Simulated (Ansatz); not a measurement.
A structure file:

```cif
data_structure
_symmetry_space_group_name_H-M 'R -3 m :H'
_symmetry_Int_Tables_number 166
_cell_length_a 5.8401
_cell_length_b 5.8401
_cell_length_c 6.9471
_cell_angle_alpha 90.000
_cell_angle_beta 90.000
_cell_angle_gamma 120.000
_cell_volume 205.20
loop_
_atom_site_label
_atom_site_type_symbol
_atom_site_symmetry_multiplicity
_atom_site_Wyckoff_symbol
_atom_site_fract_x
_atom_site_fract_y
_atom_site_fract_z
_atom_site_occupancy
Ti1 Ti 3 a 0.00000 0.00000 0.00000 1
Al1 Al 9 e 0.16667 0.83333 0.33333 1
```

Q: Characterise the structure given above.

A: Chemical formula TiAl3. It belongs to space group R-3m (No. 166) and has a rhombohedral (trigonal R) lattice. Counting shared atoms by their share gives 3 Ti, 9 Al, or 12 atoms. Numbers of contacts at bonding distance: Ti 12 and Al 12.

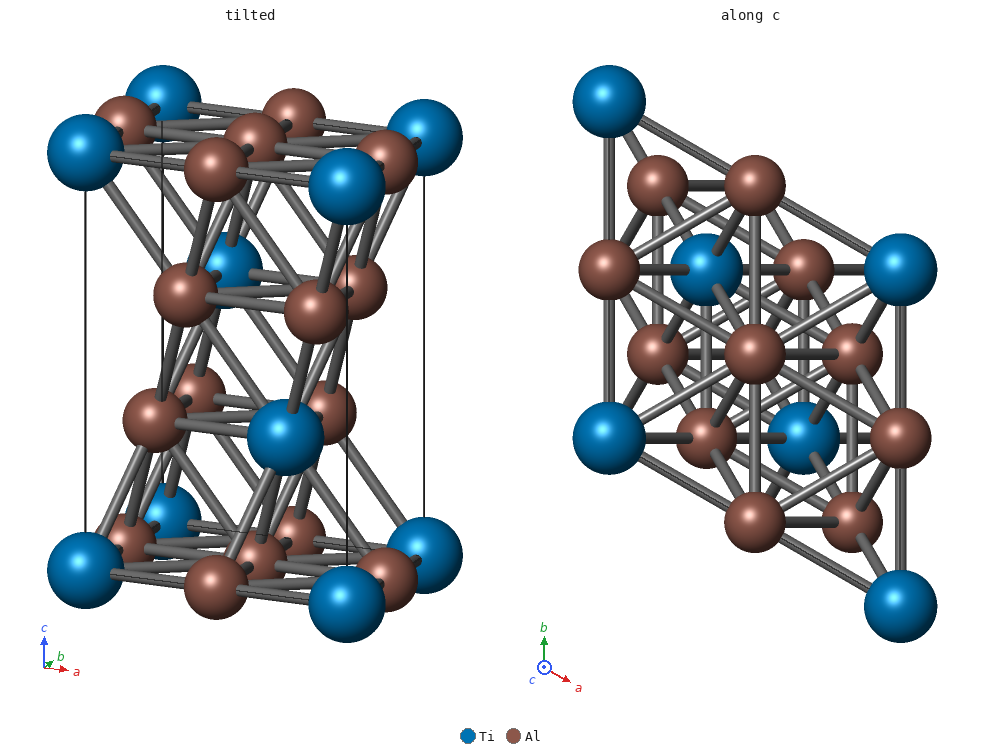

Shown here is a ball-and-stick view of the crystal, taken slightly off an axis and along the c axis. The edges of the conventional unit cell are marked. Colours: titanium blue, aluminium brown.

The initial geometry was a structure listed in the Materials Project. The cell was then strained or its atoms displaced on purpose. An electronic-structure calculation with Ansatz was run on it.

At this level of theory the cell isn't at rest (stretched, at -7 GPa), so its distances can differ from those at equilibrium, the more so the softer the solid.
